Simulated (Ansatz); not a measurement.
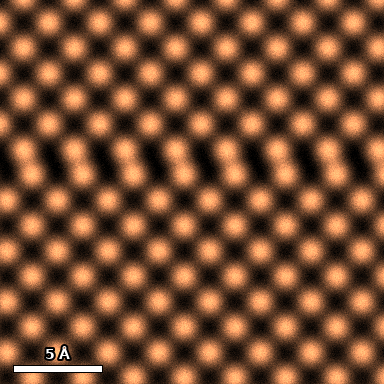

Z-contrast image of Pt (Fd-3m, No. 227) along [001]. Simulated incoherent Z contrast: every atom adds Z^1.7 spread by a probe of 1.30 Å full width; channelling and multiple scattering are left out. The probe carries 15 % of its weight in a tail 2.5 times as wide. Shot noise was added.

One planar defect was built into the perfect crystal by geometry alone, without relaxation. Host structure: the geometry relaxed with Ansatz 0.2.0, DFT, revPBE, plane waves (420 eV) with PAW, scalar-relativistic; the starting structure was generated, so it need not be a known form of this composition.

Question: Find the planar defect and say what kind it is.

Answer: A planar fault (a stacking fault) runs horizontally about 9 Å below the top edge. The part above it is shifted along the boundary by 1/3 of the 2.91 Å repeat of the rows (1.0 Å to the right, the same as 1.9 Å to the left); both parts keep the same orientation.
